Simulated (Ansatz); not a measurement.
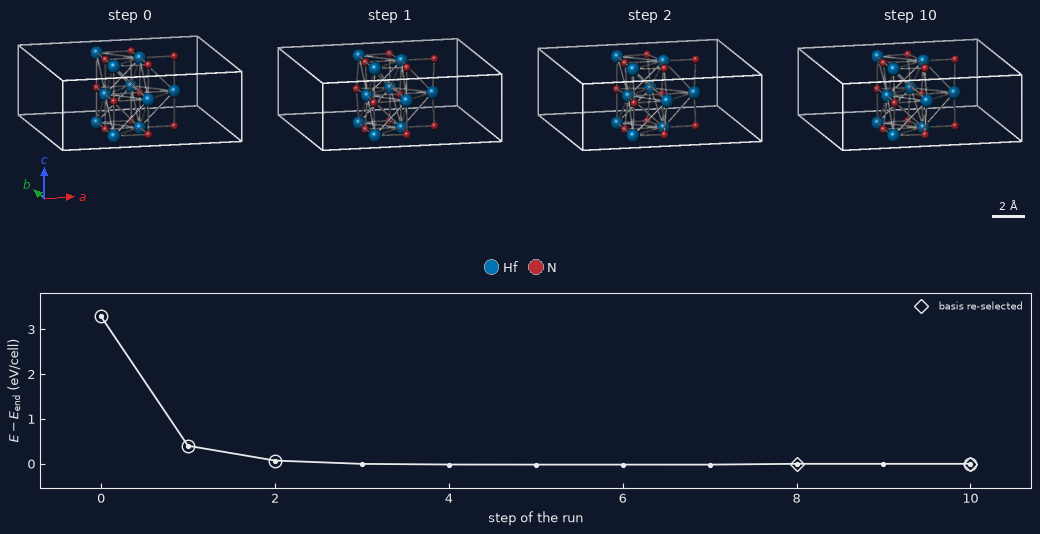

Frames of a relaxation of a wire of composition HfN, marked on the history of the run. The picture is a ball-and-stick view of the cell of the calculation, with the vacuum cut short, seen slightly off an axis.

Case: wire along [0 0 1], 14 atoms a period.

Computed with Ansatz 0.2.0, DFT PBEsol, scalar-relativistic, plane waves, PAW. Settings: plane-wave cutoff 420 eV; k-point mesh 1 × 1 × 12; occupations gaussian; smearing width 0.05 eV; no spin polarisation; cell relaxed at fixed a, b, alpha, beta, gamma; force threshold 0.02 eV/Å; at most 45 steps.

Question: What happens along the run?

Answer: A Hf atom moves most relative to the layer's centre: 0.23 Å. By element the largest moves are Hf 0.23 Å, N 0.21 Å. Along the periodic axis the drawn cell goes c 4.502 → 4.297 Å (−4.6 %). Near-neighbour distances that change, for instance: Hf–N 2.251 → 2.609 Å, Hf–Hf 3.183 → 2.943 Å, Hf–N 2.251 → 2.019 Å, Hf–Hf 3.183 → 2.989 Å. Bond angles that change, for instance: Hf–N–Hf 180.0° → 165.4°, Hf–N–Hf 180.0° → 168.5°, Hf–N–Hf 180.0° → 170.0°. The energy falls by 3.287 eV per cell of the calculation in 8 accepted moves (10 points after the start). The largest force component goes from 2.9 to 0.0043 eV/Å. At 2 points the geometry stayed and the basis and grid were re-selected for the new cell (energy shift of 18.0 meV per cell of the calculation at most each time). The run took 7.2 min on 4 threads of Arm Neoverse V1, on a shared host, peak memory 2.5 GiB. From step 0 to 1: Hf atoms move most (0.19 Å), energy −2.884 eV per cell of the calculation. From step 1 to 2: N atoms move most (0.16 Å), energy −0.330 eV per cell of the calculation. From step 2 to 10: an N atom moves most (0.09 Å), energy −72.8 meV per cell of the calculation.

| step | E − E(0), meV/atom | largest force component, eV/Å | note |
| --- | --- | --- | --- |
| 0 | 0.00 | 2.9306 |  |
| 1 | -206.03 | 1.8210 |  |
| 2 | -229.60 | 0.8434 |  |
| 3 | -234.90 | 0.2672 |  |
| 4 | -235.93 | 0.1261 |  |
| 5 | -236.06 | 0.0627 |  |
| 6 | -236.06 | 0.0593 |  |
| 7 | -236.08 | 0.0062 |  |
| 8 | -234.80 | 0.0063 | same geometry, new basis |
| 9 | -234.81 | 0.0043 |  |
| 10 | -234.80 | 0.0043 | same geometry, new basis |

Limits of the set-up: the cell has an odd number of electrons but was run without spin polarisation; the k-point mesh is coarse for a cell with partly filled bands.
